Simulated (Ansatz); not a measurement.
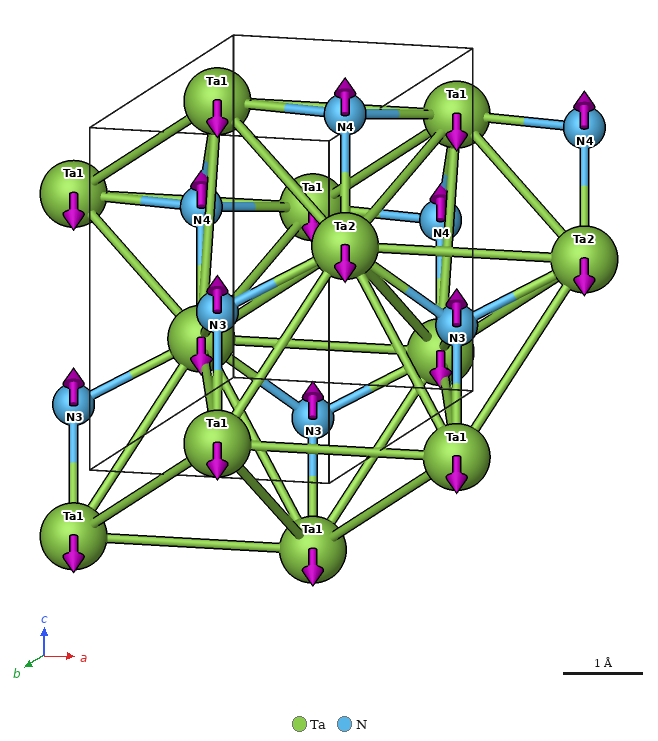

A symmetric starting cell of TaN. The purple arrows show how the atoms are displaced (without the part that the change of the cell carries along), magnified 5 times. Besides, the cell is strained by +8.0 % along c and +2.0 % across it (volume +12.4 %). A ball-and-stick model of the cell of the calculation, repeated 2 × 2 × 1 with one cell outlined, seen from a free direction.

Theory: Ansatz 0.2.0, DFT PBEsol, scalar-relativistic, plane waves, PAW. Settings: plane-wave cutoff 420 eV; k-point mesh 15 × 15 × 8; occupations gaussian; smearing width 0.1 eV; no spin polarisation.

### How are the atoms displaced, and what does the calculation give?

Atoms are displaced by 0.11 Å relative to the cell: N3 0.11 Å along +c, Ta1 0.11 Å along −c. No relaxation follows. The starting cell wasn't computed here and needn't be at equilibrium, so pressure and forces aren't due to the change alone. Some distances before and after: N–Ta 1.902 → 2.271 Å, Ta–Ta 3.033 → 3.217 Å, Ta–Ta 3.050 → 3.112 Å, N–Ta 1.850 → 1.840 Å. The space group stays P6_3mc (No. 186). The pressure is 78.0 GPa (not all of it need come from the change, since the unchanged cell can be under pressure at this level too). The principal stresses (compression positive) are 11.3 GPa along c and 111.3 GPa across it. The largest forces, 3.5 eV/Å, act on Ta1, Ta2, N3 and N4; on N3 it points along −c. The forces point straight back along the displacements (cosine −1.00).
